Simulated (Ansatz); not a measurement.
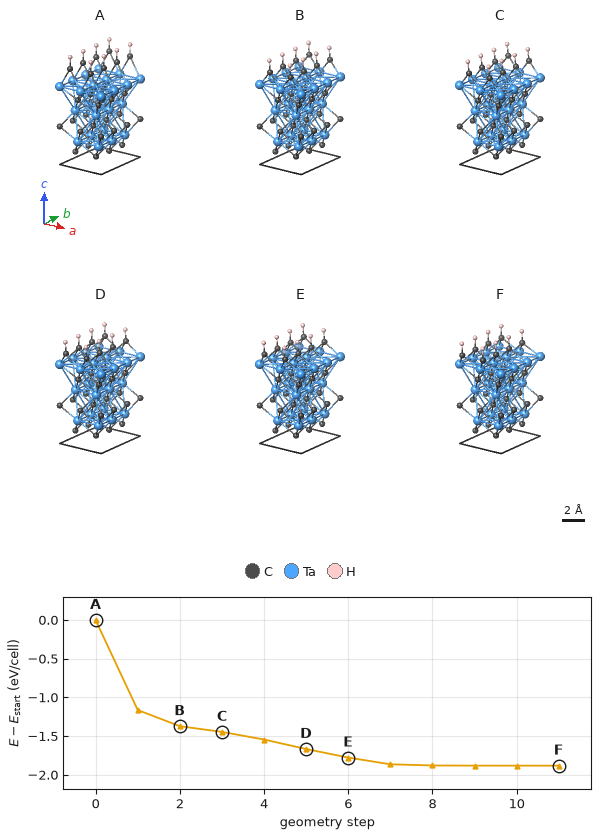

Frames of a constrained relaxation of a slab of composition Ta₃HC₄ (cut from the Fm-3m phase), marked on the history of the run. The picture is a ball-and-stick view of the 2 × 3 repeat of the cell, outlined in the plane, without the vacuum, seen slightly off an axis.

Case: CH put at a bridge Ta-Ta site. The slab is the (1 1 1) face of TaC with CH on it. 3 atoms are held fixed.

Method: DFT PBEsol, scalar-relativistic, plane waves, PAW (Ansatz).

The input:
```yaml
crystal:
  lattice:
    - [3.1393032032, 0.0, 0.0]
    - [-1.5696516016, 2.7187163241, 0.0]
    - [0.0, 0.0, 26.5080758298]
  atoms:
    - { symbol: C, position: [0.3333333333, 0.6666666667, 0.3206569973] }
    - { symbol: Ta, position: [0.6666666667, 0.3333333333, 0.3690050997] }
    - { symbol: C, position: [0.0, 0.0, 0.4173532022] }
    - { symbol: Ta, position: [0.3333333333, 0.6666666667, 0.4664262615] }
    - { symbol: C, position: [0.6666666667, 0.3333333333, 0.5158297939] }
    - { symbol: Ta, position: [0.0, 0.0, 0.558787492] }
    - { symbol: C, position: [0.5, 1.0, 0.6304637619] }
    - { symbol: H, position: [0.5, 1.0, 0.6719605498] }
basis:
  ecutwfc: 420
kpoints:
  mp_grid: { grid: [9, 9, 1] }
hamiltonian:
  xc: pbesol
scf:
  occupations: { method: gaussian, width: 0.1 }
output:
  forces: true
  eigenvalues: true
  write_density: true
  write_potential: true
  elf: true
  volumetric_format: npy
relax:
  adjacent_minimum: "off"
  f_tol: 0.03
  max_steps: 70
  constraints: [{ sites: [0, 1, 2] }]
efield:
  axis: 3
  dipole_correction: true
  ramp_width: 0.04
```

Command:
```bash
ansatz run input.yaml --threads 2 --pin off --max-ram 5120MiB --backend cpu --events-out ev --progress --plain --runs-dir out
```

### Describe the path.

Over 11 geometry steps the energy falls by 1.881 eV per cell of the calculation. The largest force component goes from 4.7 to 0.01 eV/Å. H8 moves most: 1.13 Å at 57° to the normal (−c side). Largest moves by element: H 1.13 Å, C 1.09 Å, Ta 0.14 Å. The lattice vectors keep their values. Some distances before and after: Ta6–C7 3.317 → 2.155 Å, Ta6–C7 (another image) 2.465 → 2.138 Å, Ta4–Ta6 3.046 → 3.189 Å, C5–Ta6 2.141 → 2.246 Å. New bonds form, among them: Ta6–C7 (3.32 → 2.16 Å). Bond angles that change, for instance: Ta6–C7–H8 140.4° → 123.4°, Ta6–C7–Ta6 79.1° → 94.5°, Ta6–C5–Ta6 94.3° → 89.0°. The run took 2.7 min on 2 threads of Arm Neoverse V1, on a shared host, peak memory 0.54 GiB. From step 0 to 2: C and H atoms move most (0.33 Å), energy −1.371 eV per cell of the calculation. From step 2 to 3: H8 moves most (0.19 Å), energy −73.7 meV per cell of the calculation. From step 3 to 5: C7 moves most (0.37 Å), energy −0.221 eV per cell of the calculation. From step 5 to 6: H8 moves most (0.20 Å), energy −0.110 eV per cell of the calculation. From step 6 to 11: C7 moves most (0.27 Å), energy −0.104 eV per cell of the calculation.

Limits of the set-up: the periodic images lie only 3.1 Å apart, so the values are limited by the cell's size.
